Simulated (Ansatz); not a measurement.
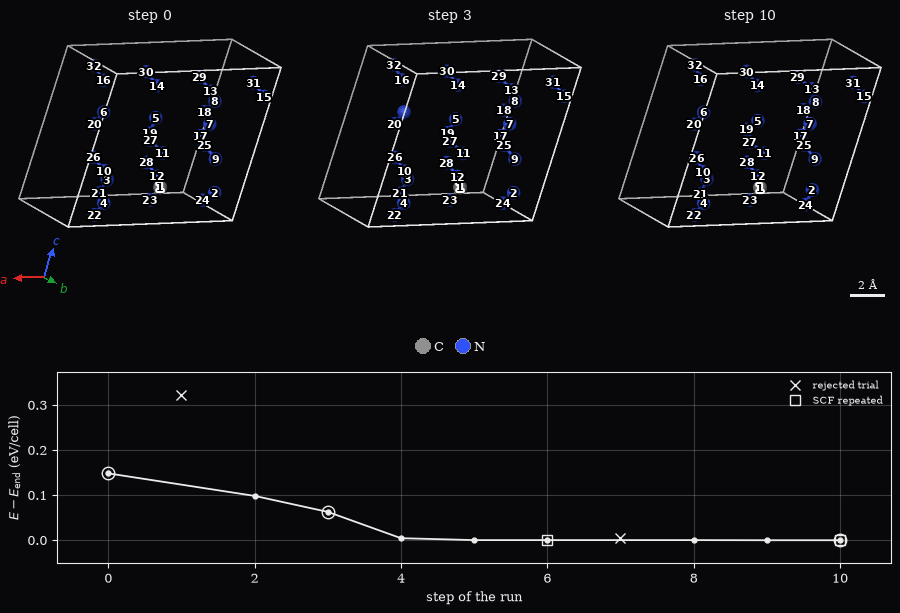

Frames of a relaxation of a defect cell of composition CN31 (cell charge −1), marked on the history of the run. A ball-and-stick model of the cell of the calculation (origin shifted), seen from a free direction.

Case: C on a N site (f), charge -1, atoms relaxed at the host's cell.

All numbers below come from DFT PBE+D3(BJ), scalar-relativistic, plane waves, PAW (Ansatz 0.2.0).

The input:
```yaml
crystal:
  lattice:
    - [0.0, 8.1886408874, -5.3249606346]
    - [0.0, -8.1886408874, -5.3249606346]
    - [-8.1886408874, 0.0, 5.3249606346]
  atoms:
    - { symbol: C, position: [0.0, 0.0378900328, 0.0378900328] }
    - { symbol: "N", position: [0.7449659029, 0.2943183268, 0.0392842297] }
    - { symbol: "N", position: [0.2553112955, 0.7993141224, 0.0546254179] }
    - { symbol: "N", position: [0.5, 0.5500229066, 0.0500229066] }
    - { symbol: "N", position: [0.2550340971, 0.2943183268, 0.5493524239] }
    - { symbol: "N", position: [0.5, 0.0522945143, 0.5522945143] }
    - { symbol: "N", position: [0.0, 0.5445658177, 0.5445658177] }
    - { symbol: "N", position: [0.7446887045, 0.7993141224, 0.5440028268] }
    - { symbol: "N", position: [0.7001440527, 0.998130971, 0.2028462691] }
    - { symbol: "N", position: [0.4565620144, 0.2586949735, 0.2063235279] }
    - { symbol: "N", position: [0.9476285544, 0.7497615135, 0.2063235279] }
    - { symbol: "N", position: [0.2047152981, 0.5027022164, 0.2028462691] }
    - { symbol: "N", position: [0.9509586607, 0.2457678836, 0.701158063] }
    - { symbol: "N", position: [0.2042564746, 1.0027277468, 0.7033444692] }
    - { symbol: "N", position: [0.7006167225, 0.4990879947, 0.7033444692] }
    - { symbol: "N", position: [0.4553901793, 0.7501994022, 0.701158063] }
    - { symbol: "N", position: [0.0, 0.4494336638, 0.4494336638] }
    - { symbol: "N", position: [0.7556924406, 0.704819547, 0.4605119875] }
    - { symbol: "N", position: [0.2283769147, 0.2029931661, 0.4313700809] }
    - { symbol: "N", position: [0.5, 0.9571661852, 0.4571661852] }
    - { symbol: "N", position: [0.2443075594, 0.704819547, 0.9491271064] }
    - { symbol: "N", position: [0.5, 0.4548981599, 0.9548981599] }
    - { symbol: "N", position: [0.0, 0.9366929917, 0.9366929917] }
    - { symbol: "N", position: [0.7716230853, 0.2029931661, 0.9746162514] }
    - { symbol: "N", position: [0.7952847019, 0.998130971, 0.2979869183] }
    - { symbol: "N", position: [0.5446098207, 0.2457678836, 0.2948092229] }
    - { symbol: "N", position: [0.0490413393, 0.7501994022, 0.2948092229] }
    - { symbol: "N", position: [0.2998559473, 0.5027022164, 0.2979869183] }
    - { symbol: "N", position: [0.0523714456, 0.2586949735, 0.8021329591] }
    - { symbol: "N", position: [0.2993832775, 1.0027277468, 0.7984712722] }
    - { symbol: "N", position: [0.7957435254, 0.4990879947, 0.7984712722] }
    - { symbol: "N", position: [0.5434379856, 0.7497615135, 0.8021329591] }
  host:
    lattice:
      - [4.0943204437, 0.0, 0.0]
      - [0.0, 4.0943204437, 0.0]
      - [0.0, 0.0, 5.3249606346]
    atoms:
      - { symbol: "N", position: [0.9048715055, 0.9048715055, 0.0] }
      - { symbol: "N", position: [0.5951284945, 0.4048715055, 0.5] }
      - { symbol: "N", position: [0.0951284945, 0.0951284945, 0.0] }
      - { symbol: "N", position: [0.4048715055, 0.5951284945, 0.5] }
total_charge: -1
basis:
  ecutwfc: 420
  xc_grid: 2
kpoints:
  mp_grid: { grid: [2, 2, 2], shift: [0.5, 0.5, 0.5] }
hamiltonian:
  xc: pbe
  dispersion: d3bj
scf:
  occupations: { method: gaussian, width: 0.01 }
output:
  forces: true
  stress: false
  eigenvalues: true
  charged_corrections:
    defect_position: [0.0, 0.04756425, 0.04756425]
    epsilon: [[1.6577, 0.0, 0.0], [0.0, 1.6577, 0.0], [0.0, 0.0, 1.5184]]
relax:
  adjacent_minimum: "off"
  f_tol: 0.025
  max_steps: 45
```

Run as
```bash
ansatz run input.yaml --threads 4 --pin off --max-ram 6144MiB --backend cpu --events-out ev --progress --plain --runs-dir out
```

Question: What happens along the run?

Answer: Over 6 accepted moves (10 points after the start) the energy falls by 0.148 eV per cell of the calculation. The largest force component goes from 0.62 to 0.0022 eV/Å. The line search rejected the trial steps at points 1, 7 of the run. 2 steps only repeated the SCF at the same geometry. The forces were under the threshold at step 5, but the run went on from there. The largest moves, 0.32 Å, are those of N19 and N24. N19 goes along [1 0 1]. By element the largest moves are N 0.32 Å, C 0.02 Å. The lattice vectors keep their values. Some distances before and after: C1–N23 1.172 → 1.180 Å. The run took of the order of 10 core-minutes on a shared host. From step 0 to 3: N atoms move most (0.18 Å), energy −85.5 meV per cell of the calculation. From step 3 to 10: N atoms move most (0.21 Å), energy −62.9 meV per cell of the calculation.

```csv
step,"E − E(0), meV/atom","largest force component, eV/Å",note
0,0.00,0.6247,
1,5.44,3.8925,rejected
2,-1.56,1.2588,
3,-2.67,0.8127,
4,-4.49,0.1943,
5,-4.63,0.0071,
6,-4.63,0.0069,"same geometry, SCF repeated"
7,-4.46,0.3911,rejected
8,-4.63,0.1106,
9,-4.64,0.0024,
10,-4.64,0.0022,"same geometry, SCF repeated"
```

Limits of the set-up: the cell is charged, on a uniform background, and energies carry no finite-size correction.
